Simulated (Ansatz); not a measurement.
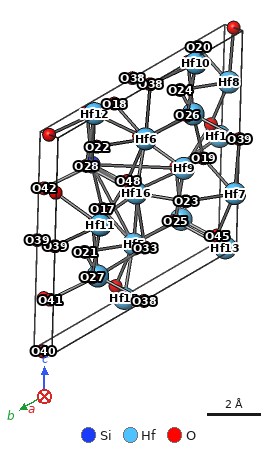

A defect cell of composition Hf15SiO32, before the relaxation. Style: ball-and-stick. Shown: the cell of the calculation (origin shifted), from a free direction.

Case: Si on a Hf site (a), charge +0, atoms relaxed at the host's cell.

Computed with DFT PBE, scalar-relativistic, plane waves, PAW in Ansatz 0.2.0.

Set-up: plane-wave cutoff 420 eV; k-point mesh 2 × 2 × 2; occupations gaussian; smearing width 0.01 eV; mesh shifted by (0.5, 0.5, 0.5); no spin polarisation; atoms relaxed in a fixed cell; force threshold 0.025 eV/Å; at most 45 steps.

```
Si Hf O
1.0
     5.29380   -5.06923   -5.10096
    -5.29380   -5.06923    5.10096
    -5.29380    5.06923   -5.10096
Si Hf O
1 15 32
Cartesian
  0.1727 -3.7194 -3.8768
  -5.1211 1.3499 -3.8768
  -5.1211 -3.7194 1.2242
  -5.1211 -3.7194 -3.8768
  -2.8196 1.3499 -6.4273
  2.4742 -3.7194 -6.4273
  -2.8196 -3.7194 -6.4273
  -2.8196 -3.7194 -1.3263
  -2.4742 -6.4191 1.2242
  -7.7680 -1.3499 1.2242
  -2.4742 -1.3499 1.2242
  -2.4742 -1.3499 -3.8768
  -5.4665 -1.3499 -1.3263
  -0.1727 -6.4191 -1.3263
  -0.1727 -1.3499 -6.4273
  -0.1727 -1.3499 -1.3263
  1.9343 -4.7266 -3.1465
  -3.3595 0.3427 -3.1465
  -3.3595 -4.7266 1.9544
  -3.3595 -4.7266 -3.1465
  -4.5812 0.3427 -5.6970
  -4.5812 0.3427 -0.5960
  -9.8750 0.3427 -0.5960
  -4.5812 -4.7266 -0.5960
  -6.7275 -2.7231 -2.6022
  -6.7275 -2.7231 2.4988
  -6.7275 2.3461 -2.6022
  -1.4336 -2.7231 -2.6022
  -6.5071 -2.7231 -0.0517
  -1.2133 -7.7924 -0.0517
  -1.2133 -2.7231 -5.1527
  -1.2133 -2.7231 -0.0517
  -3.8602 2.7231 -5.1527
  1.4336 -2.3461 -5.1527
  -3.8602 -2.3461 -5.1527
  -3.8602 -2.3461 -0.0517
  1.2133 -2.3461 -2.6022
  1.2133 -2.3461 -7.7032
  1.2133 -7.4153 -2.6022
  -4.0806 -2.3461 -2.6022
  -6.0064 -0.3427 -3.1465
  -0.7126 -5.4119 -3.1465
  -0.7126 -0.3427 -8.2475
  -0.7126 -0.3427 -3.1465
  -7.2281 -0.3427 -0.5960
  -1.9343 -5.4119 -0.5960
  -1.9343 -0.3427 -5.6970
  -1.9343 -0.3427 -0.5960
```

Q: What does the optimiser find from here?

A: Over 8 accepted moves (9 points after the start) the energy falls by 2.608 eV per cell of the calculation. Largest force component: 2.3 eV/Å at the start, 0.008 eV/Å at the end. The line search rejected the trial step at point 7 of the run. O37 moves most: 0.61 Å along [2 3 2]. Largest moves by element: O 0.61 Å, Si 0.26 Å, Hf 0.20 Å. The lattice vectors keep their values. Some distances before and after: Si1–O28 2.280 → 3.059 Å, Hf9–O37 2.280 → 2.928 Å, Hf7–O31 2.280 → 2.695 Å, Si1–O22 2.149 → 1.776 Å. Among the angles between lasting bonds that change: Si1–O37–Hf16 109.9° → 136.6°, Si1–O31–Hf12 108.0° → 130.1°, Hf9–O37–Hf16 126.1° → 106.5°. The run took 6.4 min on 4 threads of AMD EPYC 7B13 (Zen 3), on a shared host, peak memory 3.7 GiB.

Step by step:

```json
{"step": "0", "E − E(0), meV/atom": "0.00", "largest force component, eV/Å": "2.3221", "note": ""}
{"step": "1", "E − E(0), meV/atom": "-21.66", "largest force component, eV/Å": "1.4094", "note": ""}
{"step": "2", "E − E(0), meV/atom": "-33.46", "largest force component, eV/Å": "1.3235", "note": ""}
{"step": "3", "E − E(0), meV/atom": "-42.78", "largest force component, eV/Å": "0.7475", "note": ""}
{"step": "4", "E − E(0), meV/atom": "-51.59", "largest force component, eV/Å": "0.3656", "note": ""}
{"step": "5", "E − E(0), meV/atom": "-54.05", "largest force component, eV/Å": "0.2651", "note": ""}
{"step": "6", "E − E(0), meV/atom": "-54.19", "largest force component, eV/Å": "0.1372", "note": ""}
{"step": "7", "E − E(0), meV/atom": "-54.18", "largest force component, eV/Å": "0.1404", "note": "rejected"}
{"step": "8", "E − E(0), meV/atom": "-54.31", "largest force component, eV/Å": "0.0323", "note": ""}
{"step": "9", "E − E(0), meV/atom": "-54.33", "largest force component, eV/Å": "0.0080", "note": ""}
```

The end point in the same view:

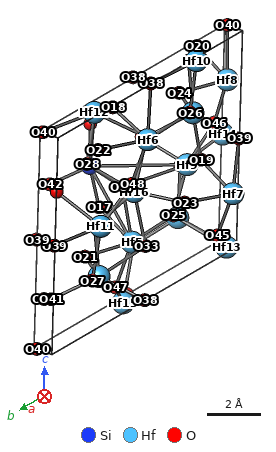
